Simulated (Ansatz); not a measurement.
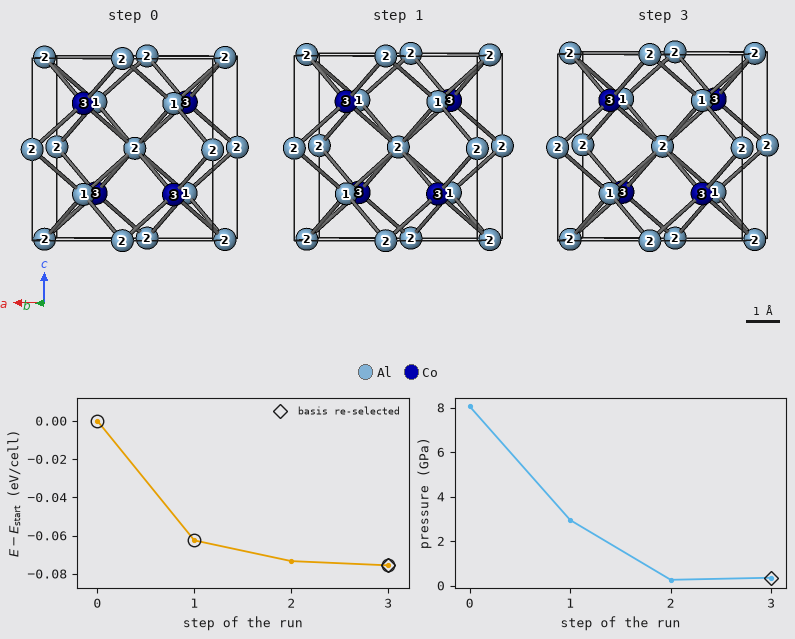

Frames of a relaxation of a crystal of Al₂Co (a generated structure, set up in F-43m) (coarse preliminary run), marked on the history of the run. Style: ball-and-stick. Shown: the conventional cell (4 times the calculation's cell), from a free direction. Lengths and directions refer to the drawn axes.

Method: Ansatz, DFT PBE, scalar-relativistic, plane waves, PAW.

The input:
```yaml
crystal:
  lattice:
    - [0.0, 2.80508022, 2.80508022]
    - [2.80508022, 0.0, 2.80508022]
    - [2.80508022, 2.80508022, 0.0]
  atoms:
    - { symbol: Al, position: [0.75, 0.75, 0.75] }
    - { symbol: Al, position: [0.5, 0.5, 0.5] }
    - { symbol: Co, position: [0.25, 0.25, 0.25], spin: 3.0 }
basis:
  ecutwfc: 420
kpoints:
  mp_grid: { grid: [6, 6, 6] }
hamiltonian:
  xc: pbe
scf:
  occupations: { method: gaussian, width: 0.1 }
  lower_state_search: "off"
output:
  forces: true
  stress: true
  eigenvalues: true
  populations: true
magnetization:
  spin_polarized: true
relax:
  adjacent_minimum: "off"
  f_tol: 0.04
  max_steps: 70
  cell: { stress_tol: 0.4 }
```

Command:
```bash
ansatz run input.yaml --threads 1 --pin off --max-ram 2560MiB --backend cpu --events-out ev --progress --plain --runs-dir out
```

> What happens along the run?

No atom moves by more than 0.005 Å relative to the cell. The volume changes by +6.9 %, with a = b = c 5.610 → 5.736 Å (+2.2 %). Among the contacts that change: Al2–Co3 2.429 → 2.484 Å, Al1–Al2 2.429 → 2.484 Å. The space group stays F-43m (No. 216). After 2 accepted moves (3 points after the start) the energy has fallen by 75.6 meV per cell of the calculation. All forces vanish by symmetry, so only the cell relaxes. The pressure goes from 8.05 to 0.35 GPa. The SCF was repeated once at an unchanged geometry on a basis and grid sized afresh for the cell, which shifted the energy by 2.2 meV per cell of the calculation at most. The program noted that the starting moments weren't kept. The run took 17 s on 1 thread of Arm Neoverse V2 (shared host), peak memory 0.31 GiB. From step 0 to 1: volume +4.3 %, energy −62.5 meV per cell of the calculation. From step 1 to 3: volume +2.5 %, energy −13.1 meV per cell of the calculation.

```csv
step,"E − E(0), meV/atom","pressure, GPa","volume, Å³/atom",note
0,0.00,8.05,14.714,
1,-20.85,2.94,15.340,
2,-24.46,0.26,15.726,
3,-25.20,0.35,15.726,"same geometry, new basis"
```
